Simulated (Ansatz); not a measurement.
```xyz
8
Lattice="6.5558 0.0000 0.0000 0.0000 0.0000 -6.5558 0.0000 6.5558 0.0000" Properties=species:S:1:pos:R:3 pbc="T T T"
Cd    3.2779    0.0000   -3.2779
Cd    0.0000    3.2779   -3.2779
Cd    0.0000    0.0000    0.0000
Cd    3.2779    3.2779    0.0000
Te    4.9168    1.6389   -4.9168
Te    1.6389    4.9168   -4.9168
Te    1.6389    1.6389   -1.6389
Te    4.9168    4.9168   -1.6389
```

Space group F-43m.

All numbers below come from DFT, r2SCAN, PAW with Ansatz's default frozen-core files, scalar-relativistic; relaxation of cell and atoms (Ansatz).

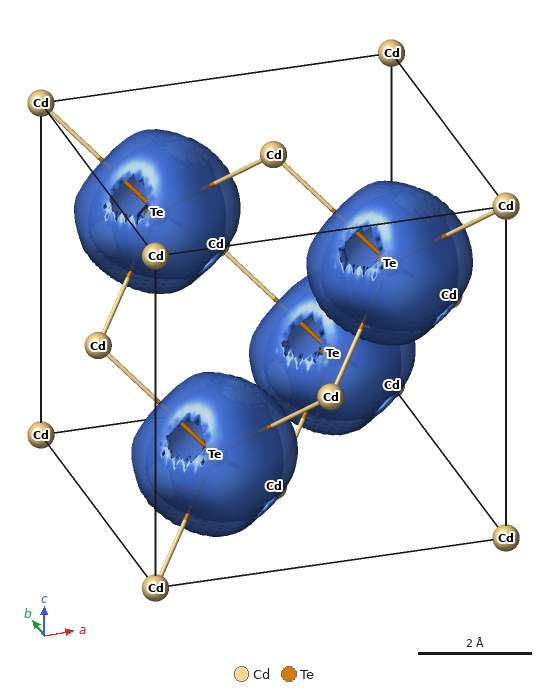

CdTe. Isosurface of the electron localisation function at 0.65 (blue), seen at an oblique angle. Core shells and regions of very low density are left out. Sticks mark near contacts.

Core electrons are frozen (PAW), and the valence fields are smoothed inside the atomic spheres.

### Where are the electrons localised?

The ELF exceeds this value in four regions wrapped around Te (the valence shell of each), counted in one cell of 8 atoms. Regions shared between cells count once. Along the contacts the grid gives the following. Cd–Te (2.84 Å): the ELF is about 0.50 at the midpoint.
